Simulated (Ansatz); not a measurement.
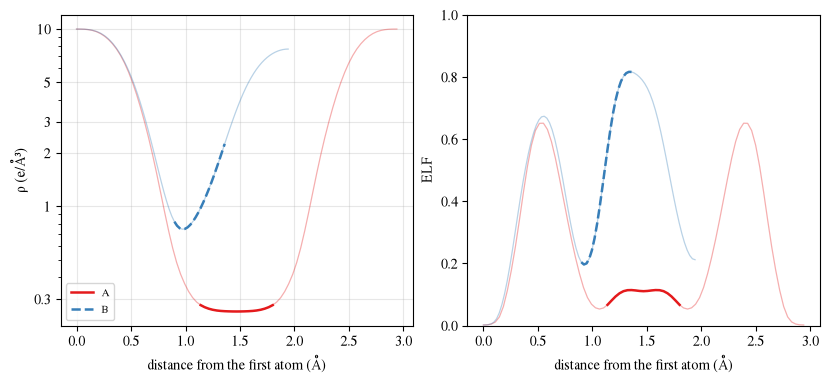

Figure. TiO₂. Valence pseudo-density and ELF along straight lines between neighbouring atoms. Thin, pale parts lie inside the atomic spheres.

Space group P4₂/mnm; a generated structure, not necessarily the stable one; computed without spin polarisation.

All numbers below come from DFT PBEsol, scalar-relativistic, plane waves, PAW (Ansatz).

In a PAW calculation such maps are meaningful between the atoms, not at the nuclei.

```yaml
crystal:
  lattice:
    - [4.59102, 0.00000, 0.00000]
    - [0.00000, 4.59102, 0.00000]
    - [0.00000, 0.00000, 2.93909]
  atoms:
    - { symbol: Ti, position: [0.00000, 0.00000, 0.00000] }
    - { symbol: Ti, position: [0.50000, 0.50000, 0.50000] }
    - { symbol: O, position: [0.30444, 0.30444, 0.00000] }
    - { symbol: O, position: [0.19556, 0.80444, 0.50000] }
    - { symbol: O, position: [0.69556, 0.69556, 0.00000] }
    - { symbol: O, position: [0.80444, 0.19556, 0.50000] }
```

Which curve belongs to which contact (Ti–O and Ti–Ti)? The first atom named is at distance zero.

Answer. Curve A: Ti–Ti (2.94 Å): the density is about 0.26 e/Å³ at the midpoint; the ELF is about 0.10 at the midpoint; no shared electron pair shows on this line. Curve B: Ti–O (1.94 Å): ρ is about 0.74 e/Å³ halfway; the ELF peaks at about 0.80 in the valence shell of O, 0.6 Å from its nucleus, and is about 0.20 at the midpoint; no shared electron pair shows on this line.
